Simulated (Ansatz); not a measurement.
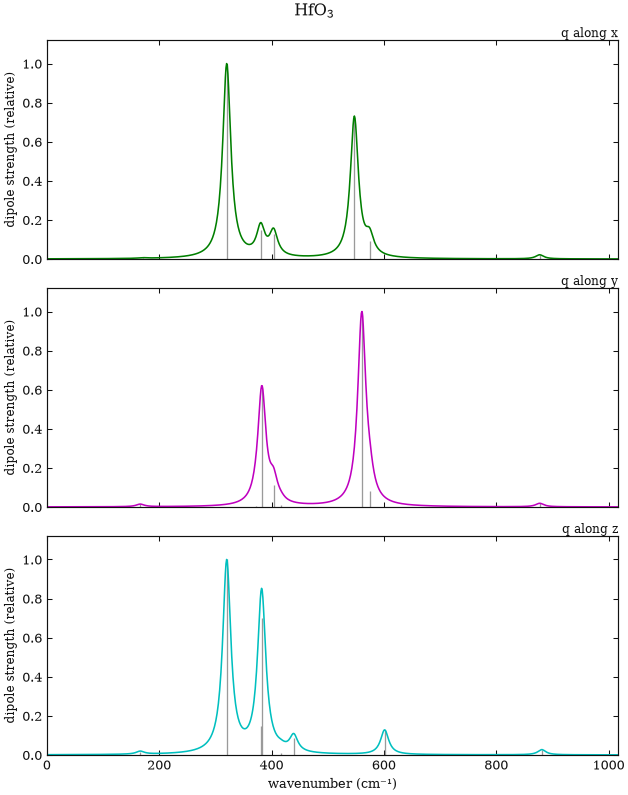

The figure shows the polar optical modes, transverse and longitudinal, for each direction of approach to the zone centre for HfO₃, space group P2_1/m (No. 11) (cell built by us, not taken from a database). Lines are broadened by Lorentzians of 17 cm⁻¹ full width; each panel is scaled to its strongest line.

Structure:
```
Hf O
1.0
     4.08445    0.00000    0.04902
     0.00000    3.23836    0.00000
    -0.86978    0.00000    7.84876
Hf O
2 6
Direct
  0.27801 0.75000 0.64787
  0.72199 0.25000 0.35213
  0.87735 0.75000 0.20103
  0.12265 0.25000 0.79897
  0.24209 0.25000 0.45796
  0.75791 0.75000 0.54204
  0.49035 0.25000 0.79945
  0.50965 0.75000 0.20055
```

Computed with Ansatz 0.2.0: optical phonons of an insulator on the approach to the zone centre along x, y and z with the field of polar modes, imaginary frequencies are negative, field response on a mesh refined by the program; plane waves with PAW datasets. Level: PBE, no spin polarisation.

- wave cutoff: 420 eV
- k mesh: 6×8×4
- occupations: fixed
- pressure: 0 GPa

Where do the polar lines stronger than 2 % of the strongest lie for each direction?

Along x the polar lines lie at 320.3, 380.8, 403.7, 547.5, 574.7 cm⁻¹; along y the polar lines lie at 382.8, 403.7, 560.7, 574.7 cm⁻¹; along z the polar lines lie at 320.3, 380.8, 382.8, 439.6, 601.4, 881.2 cm⁻¹.

Keep in mind: weakly bound, no dispersion correction.

The computed values:

```csv
at,frequency (cm⁻¹),dipole strength ((D/Å)²/amu)
x,98.1,0
x,104.5,0
x,164.7,0
x,170.6,0.108
x,174.7,0
x,320.3,36.7
x,351.7,0.002
x,354.8,0
x,364.1,0
x,380.8,5.48
x,403.7,4.64
x,413.5,0
x,416.2,0.045
x,419.4,0
x,450.2,0
x,484.2,0
x,547.5,26.6
x,574.7,3.38
x,581.0,0
x,877.4,0.771
x,880.9,0
y,98.1,0
y,104.5,0
y,164.7,0
y,166.3,0.566
y,174.7,0
y,351.7,0
y,354.8,0
y,364.1,0
y,372.0,0.279
y,382.8,25.8
y,403.7,4.65
y,413.5,0
y,416.8,0.422
y,419.4,0
y,450.2,0
y,484.2,0
y,560.7,41.9
y,574.7,3.37
y,581.0,0
y,877.4,0.771
y,880.9,0
z,98.1,0
z,104.5,0
z,164.7,0
z,166.3,0.566
z,174.7,0
z,320.3,36.7
z,351.7,0.002
z,354.8,0
z,364.1,0
z,380.8,5.48
z,382.8,25.8
z,413.5,0
z,416.7,0.413
z,419.4,0
z,439.6,3.12
z,450.2,0
z,484.2,0
z,581.0,0
```
(the first 60 of 63 rows)
